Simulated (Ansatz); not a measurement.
Single-point calculation, with input and output: Ga₃₂N₃₂ (part 2 of 2)

Ga₃₂N₃₂ (F-43m, 64 atoms in the cell); DFT, HSE06, PAW, plane waves (Ansatz 0.2.0); cutoff 420 eV, 1×1×1 k-mesh, Fermi–Dirac smearing of 0.01 eV. The structure was built on a prototype by a generator.

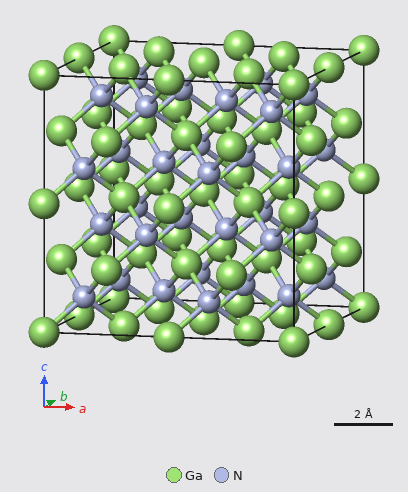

**Figure 1.** The structure (ball-and-stick view of the cell of the calculation, seen slightly off an axis).

```
hybrid outer 2: dexx = +1.822e-5 eV, tail = 3.76e-7 eV, Δε = 3.52e-3 eV (about 9.67e-5 eV left of the loop's levels), ΔF = 4.13e-3 eV/Å (tail 5.43e-4)
NSCF: frozen V_eff on 1 k-points
hybrid SCF converged: 2 outer / 13 inner (+3 warm-up), last move |dexx| = 1.82e-5 eV, tail = 3.76e-7 eV
Stability not checked: this state was not tested for a lower state beside it, because the functional holds exact exchange (a hybrid, or Hartree-Fock), whose exchange loop this test does not read (fock_operator; see scf.lower_state_search)
Free energy (F): -133388.584726 eV
Harris-Foulkes:  -133388.584726 eV  (|F-HF|=4.20e-8)
Internal energy: -133388.584726 eV  (E = F + TS)
E sigma→0 (E₀):  -133388.584726 eV
Fermi energy:    10.899447 eV
--- Per-component energies (eV) ---
  E_band       = -1450.219792
  E_kinetic    = 7898.292129
  E_local      = -62358.545071  (includes V_loc(G=0)·N_el)
  E_nonlocal   = 15192.470267
  E_hartree    = 28816.225654
  E_xc         = -3315.882157
  E_vxc        = -3430.903604  (∫ρ·V_xc dr)
  E_exx        = -1984.252552  (= α·E_x^exact, valence–valence)
  E_paw        = -66741.576094  (= ΣΔE_a)
  E_vpaw       = -12415.453170  (= ΣTr[D̂ρ^β])
  E_aug_tail   = 0.003979  (compensation charges beyond the density's cutoff)
  E_ewald      = -50898.204056
  E_core_change = 2.883181  (= ΣΔE_core)
  E_smearing   = -0.000000  (= −TS)
  E_closure    = -0.000006  (closes the sum)
  Σ components = -133388.584726   (vs F -133388.584726, Δ=0.00e0)
--- Forces (eV/Å), atoms counted from 1 ---
  atom   1  Ga     0.00270986     0.00271115     0.00271489
  atom   2  Ga     0.00272106     0.00272475     0.00271631
  atom   3  Ga     0.00271633     0.00271255     0.00270693
  atom   4  Ga     0.00271771     0.00271912     0.00272115
  atom   5  Ga     0.00271387     0.00271342     0.00271658
  atom   6  Ga     0.00271509     0.00271117     0.00271201
  atom   7  Ga     0.00271795     0.00272658     0.00271153
  atom   8  Ga     0.00270918     0.00271799     0.00272440
  atom   9  Ga     0.00269401     0.00269572     0.00271094
  atom  10  Ga     0.00268246     0.00269769     0.00271198
  atom  11  Ga     0.00268986     0.00273349     0.00271315
  atom  12  Ga     0.00270243     0.00273911     0.00271971
  atom  13  Ga     0.00274723     0.00269851     0.00271665
  atom  14  Ga     0.00274181     0.00269120     0.00271557
  atom  15  Ga     0.00273587     0.00273280     0.00271319
  atom  16  Ga     0.00273899     0.00273717     0.00272613
  atom  17  Ga     0.00269333     0.00271482     0.00270378
  atom  18  Ga     0.00269414     0.00272122     0.00273559
  atom  19  Ga     0.00269111     0.00271224     0.00269327
  atom  20  Ga     0.00268535     0.00272260     0.00273556
  atom  21  Ga     0.00273415     0.00271990     0.00269457
  atom  22  Ga     0.00273404     0.00270904     0.00273135
  atom  23  Ga     0.00274208     0.00271562     0.00269210
  atom  24  Ga     0.00274040     0.00271424     0.00273634
  atom  25  Ga     0.00271240     0.00269712     0.00269948
  atom  26  Ga     0.00272034     0.00270701     0.00273345
  atom  27  Ga     0.00272044     0.00273158     0.00269629
  atom  28  Ga     0.00270939     0.00273224     0.00273425
  atom  29  Ga     0.00270845     0.00268779     0.00269653
  atom  30  Ga     0.00271685     0.00269111     0.00273024
  atom  31  Ga     0.00271450     0.00274218     0.00269569
  atom  32  Ga     0.00270994     0.00273610     0.00273482
  atom  33  N     -0.00269170    -0.00269131    -0.00268920
  atom  34  N     -0.00269134    -0.00269361    -0.00272882
  atom  35  N     -0.00268791    -0.00272706    -0.00269477
  atom  36  N     -0.00268334    -0.00272605    -0.00272616
  atom  37  N     -0.00273136    -0.00269356    -0.00269660
  atom  38  N     -0.00273937    -0.00269736    -0.00273241
  atom  39  N     -0.00273955    -0.00272977    -0.00269688
  atom  40  N     -0.00273954    -0.00272793    -0.00272922
  atom  41  N     -0.00268877    -0.00270447    -0.00269404
  atom  42  N     -0.00269195    -0.00270683    -0.00273240
  atom  43  N     -0.00269732    -0.00273429    -0.00269573
  atom  44  N     -0.00269128    -0.00273026    -0.00273146
  atom  45  N     -0.00273717    -0.00270976    -0.00269810
  atom  46  N     -0.00273400    -0.00270566    -0.00272618
  atom  47  N     -0.00273927    -0.00273449    -0.00269213
  atom  48  N     -0.00274232    -0.00273468    -0.00272628
  atom  49  N     -0.00269682    -0.00270243    -0.00271239
  atom  50  N     -0.00269623    -0.00269194    -0.00272481
  atom  51  N     -0.00269453    -0.00272259    -0.00271078
  atom  52  N     -0.00269619    -0.00272732    -0.00272345
  atom  53  N     -0.00273750    -0.00269489    -0.00271203
  atom  54  N     -0.00273953    -0.00269194    -0.00272128
  atom  55  N     -0.00273878    -0.00272801    -0.00271047
  atom  56  N     -0.00273573    -0.00272386    -0.00272260
  atom  57  N     -0.00268470    -0.00270995    -0.00270926
  atom  58  N     -0.00268833    -0.00271104    -0.00272010
  atom  59  N     -0.00268329    -0.00272561    -0.00271306
  atom  60  N     -0.00269266    -0.00273363    -0.00272015
  atom  61  N     -0.00273985    -0.00270318    -0.00270935
  atom  62  N     -0.00273737    -0.00270214    -0.00272630
  atom  63  N     -0.00274395    -0.00273014    -0.00270522
  atom  64  N     -0.00273346    -0.00273118    -0.00272356
  max |Σ_I F_I| component: 4.03e-5 eV/Å
--- Band table (eV) ---
  k-point 0: bands = ["-8.4299", "-8.1691", "-8.1691", "-8.1691", "-8.0598", "-8.0598", "-8.0598", "-8.0330", "-7.9847", "-7.9847", ... 142 levels left out ..., "-6.4203", "-6.4202", "-6.4202", "-6.4138", "-6.4138", "-6.4138", "-6.4017", "-6.4017", "-6.4017", "-6.2754", "-6.2754", "-6.2754", "-5.7820", "-5.7820", "-5.7820", "-5.3533", "-5.3533", "-5.3533", "-5.3353", "-4.8895", "-4.8895", "-4.8895", "-4.8895", "-4.8895", "-4.8895", "-4.7000", "-4.7000", "-4.7000", "-4.3544",
      "-4.3544", "-4.3544", "-4.3101", "-4.3101", "-4.3101", "-4.1195", "-4.1195", "-4.1195", "-4.1195", "-4.1195", "-4.1195", "1.6954", "1.6954", "1.6954", "2.3224", "2.3224", "2.3224", "2.4119", "2.6288", "2.6288", "2.6288", "2.6546", "2.6546", "2.6546", "2.6546", "2.6546", "2.6546", "2.8322", "2.8322", "2.8322", "2.8322", "2.8322", "2.8322", "3.8314", "3.8314", "3.8314", "3.9557", "3.9557", "3.9557", "4.7417",
      "4.7417", "4.7417", "4.7417", "4.7417", "4.7417", "4.9689", "4.9689", "4.9689", "5.4601", "5.4601", "5.4601", "5.5268", "5.5268", "5.5268", "5.8605", "5.8605", "5.8605", "5.8605", "5.8605", "5.8605", "6.0826", "6.0826", "6.0826", "6.0826", "6.0826", "6.0826", "6.2112", "6.2112", "6.2112", "6.5557", "6.5557", "6.5557", "6.8651", "6.8651", "6.8651", "6.9927", "6.9927", "6.9927", "7.0433", "7.0433",
      "7.0433", "7.1930", "7.1930", "7.1930", "7.2773", "7.2773", "7.2773", "7.2773", "7.2773", "7.2773", "7.3566", "7.5325", "7.5325", "7.5325", "7.8915", "7.8915", "7.8915", "7.9815", "7.9815", "8.0310", "8.0310", "8.0310", "8.2865", "8.2865", "8.2866", "8.7178", "8.7178", "13.0742", "14.1436", "14.1436", "14.1436", "14.6178", "14.6178", "14.6178", "14.9596", "15.0675", "15.0675", "15.0675", "15.4539", "15.4539",
      "15.4539", "15.8815", "15.8815", "15.8815", "15.9391", "15.9391", "15.9391", "15.9391", "15.9391", "15.9391", "16.4640", "16.4640", "16.4640", "16.5426", "16.5426", "16.5426", "16.5426", "16.5426", "16.5426", "17.6725", "17.6725", "17.6725", "17.9321", "17.9321", "17.9321", "18.0150", "18.0150", "18.0150", "18.0150", "18.0150", "18.0150", "18.0845", "18.0845", "18.0845", "18.3105", "18.3105", "18.3105", "18.6707", "18.6707", "18.6707",
      "18.6707", "18.6707", "18.6707", "18.8941", "18.8941", "18.8941", "19.0021", "19.0021", "19.0021", "19.2629", "20.1560"]
--- Löwdin populations: 64 sites ---
  site symbol       q [e]
     0     Ga     12.1861
     1     Ga     12.1861
     2     Ga     12.1861
     3     Ga     12.1861
     4     Ga     12.1861
     5     Ga     12.1861
     6     Ga     12.1861
     7     Ga     12.1861
     8     Ga     12.1861
     9     Ga     12.1861
    10     Ga     12.1861
    11     Ga     12.1861
    12     Ga     12.1861
    13     Ga     12.1861
    14     Ga     12.1861
    15     Ga     12.1861
    16     Ga     12.1861
    17     Ga     12.1861
    18     Ga     12.1861
    19     Ga     12.1861
    20     Ga     12.1861
    21     Ga     12.1861
    22     Ga     12.1861
    23     Ga     12.1861
    24     Ga     12.1861
    25     Ga     12.1861
    26     Ga     12.1861
    27     Ga     12.1861
    28     Ga     12.1861
    29     Ga     12.1861
    30     Ga     12.1861
    31     Ga     12.1861
    32      N      5.7744
    33      N      5.7744
    34      N      5.7744
    35      N      5.7744
    36      N      5.7744
    37      N      5.7744
    38      N      5.7744
    39      N      5.7744
    40      N      5.7744
    41      N      5.7744
    42      N      5.7744
    43      N      5.7744
    44      N      5.7744
    45      N      5.7744
    46      N      5.7744
    47      N      5.7744
    48      N      5.7744
    49      N      5.7744
    50      N      5.7744
    51      N      5.7744
    52      N      5.7744
    53      N      5.7744
    54      N      5.7744
    55      N      5.7744
    56      N      5.7744
    57      N      5.7744
    58      N      5.7744
    59      N      5.7744
    60      N      5.7744
    61      N      5.7744
    62      N      5.7744
    63      N      5.7744
  spilling = 0.002191 (of n_electrons = 576.000000)
```

Results in brief:

- outcome: converged
- space group (tolerance 0.01 Å): F-43m (216)
- electrons treated: 576
- free energy: −133388.5847 eV
- Fermi energy: 10.899 eV
- largest force (length of the vector): 0.005 eV/Å
- wall time: 5.9 min (CPU time 39 min)
- peak memory: 4.9 GiB

Remarks:

The k-point mesh is coarse for a cell of this size, so the results may not be converged.
